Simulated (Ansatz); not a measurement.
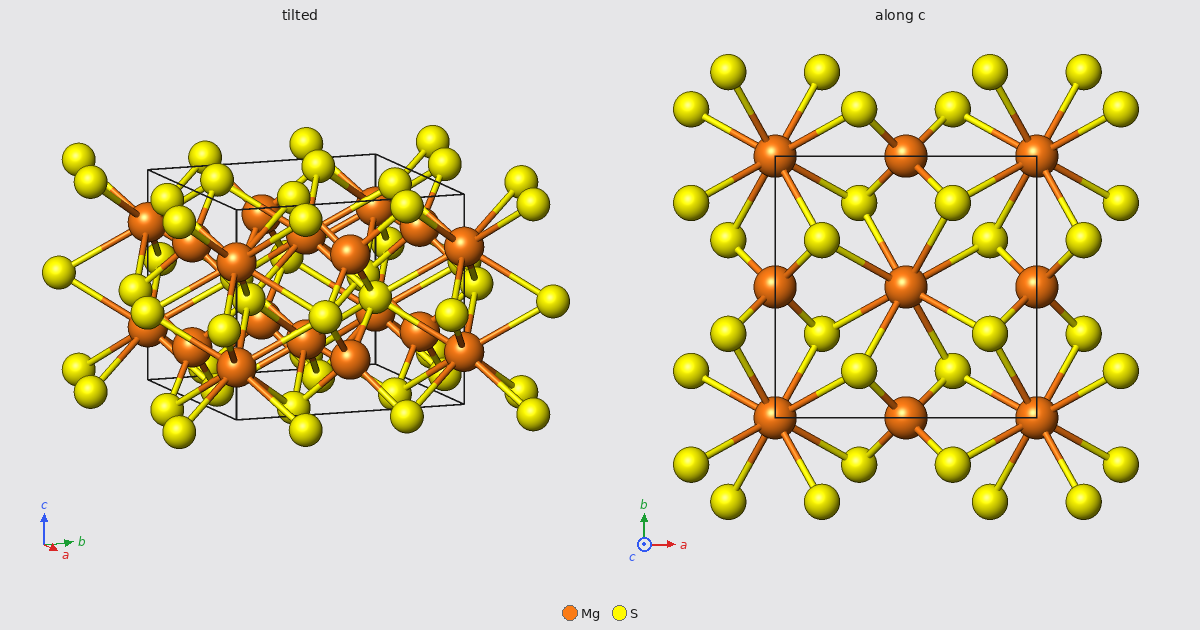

Ball-and-stick drawing of the structure, looking slightly off an axis and along the c axis. The conventional unit cell is drawn as a box. Some neighbours outside the box are added.

MgS, space group I4/mcm (No. 140), a = 7.11 Å, b = 7.11 Å, c = 6.21 Å, α = 90.00°, β = 90.00°, γ = 90.00°.

Calculation details: DFT, PAW plane waves, PBE in Ansatz; a 420 eV plane-wave basis, k-points about 0.22 Å⁻¹ apart, Methfessel-Paxton smearing of 0.016 eV, no spin polarisation.

Question: Does it come out as a metal, or with a gap?

Answer: A semiconductor at this level, with a gap of 0.65 eV on the k-mesh (the true edges may lie between mesh points, so the gap can be somewhat smaller).

Question: State the hydrostatic pressure.

Answer: The computed pressure is -0.3 GPa (stretched: it would shrink). The stress isn't hydrostatic: its largest component is 6.4 GPa.

The structure is a generated cell, made by putting these elements into a known structure type (the compound may or may not exist in this form); no relaxation was done. An electronic-structure calculation with Ansatz was run on it.

At this level of theory the cell isn't at rest (forces up to 0.8 eV/Å), so its distances can differ from those at equilibrium, the more so the softer the solid.
